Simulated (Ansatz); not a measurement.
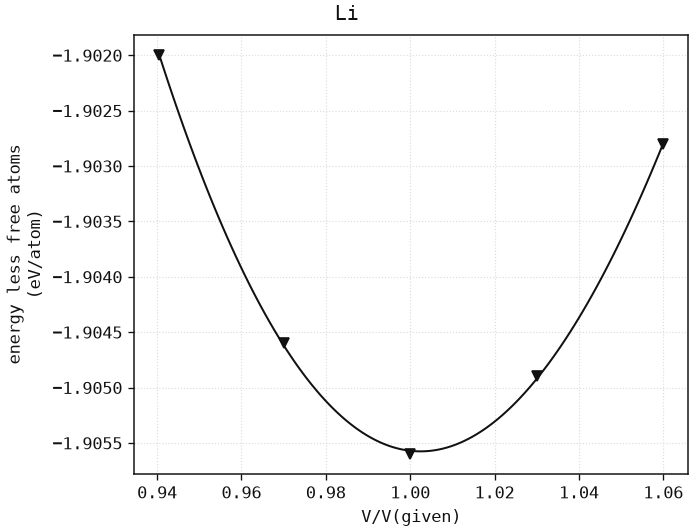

Plotted: energy less free atoms against V/V(given) for Li, space group P6_3/mmc (No. 194).

Cell as given: a = 3.054 Å, b = 3.054 Å, c = 4.995 Å, α = 90.00°, β = 90.00°, γ = 120.00°; 2 atoms.

Method: periodic Kohn-Sham DFT of a crystal at fixed atoms, scaled to the stated factor times the given cell, energy less spherical unpolarised free atoms (Ansatz 0.2.0). Level: PBE.

- method: all-electron LAPW
- relativity: scalar
- k mesh: 16×16×9
- occupations: Fermi–Dirac
- smearing width: 0.05 eV
- basis error target: 0.25 (meV/atom)
- nucleus: Gaussian

V(given) is 20.18 Å³/atom.

> Give the fitted equation-of-state parameters.

A third-order Birch–Murnaghan fit gives V0 = 20.23 Å³/atom, B0 = 14.1 GPa.

Keep in mind: shape and atomic fractions are frozen while scaling, which makes layered, chain and framework solids too stiff.
